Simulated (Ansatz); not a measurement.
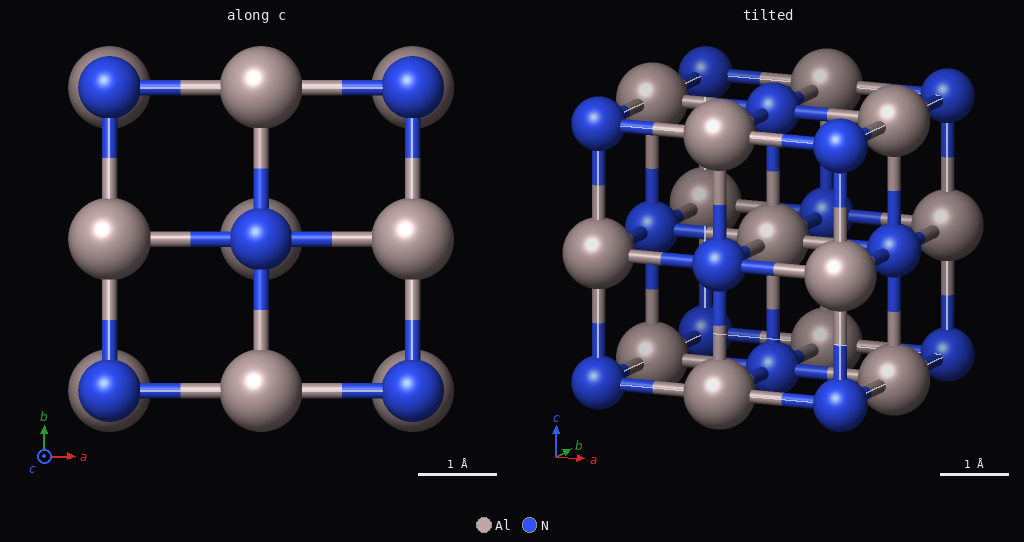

The image is a ball-and-stick drawing of a crystal, viewed along the c axis and slightly off an axis. One conventional unit cell is framed, with atoms on its boundary repeated.

AlN, space group Fm-3m (No. 225), a = 3.91 Å, b = 3.91 Å, c = 3.91 Å, α = 90.00°, β = 90.00°, γ = 90.00°.

Method used: Ansatz, DFT r2SCAN, scalar-relativistic, plane waves, PAW. It ran with a kinetic-energy cutoff of 500 eV, k-points about 0.28 Å⁻¹ apart, Gaussian smearing of 0.02 eV, no spin polarisation.

### What is the band gap, if any?

An insulator at this level, with a gap of 5.84 eV on the k-mesh (the true edges may lie between mesh points, so the gap can be somewhat smaller).

### Which way would the volume go on relaxing?

The computed pressure is 31.7 GPa (compressed: it would expand).

The model was built from a structure listed in the Materials Project. The cell was then strained or its atoms displaced on purpose. A calculation with Ansatz used it as input.

At this level of theory the cell isn't at rest (compressed, at 32 GPa), so its distances can differ from those at equilibrium, the more so the softer the solid.
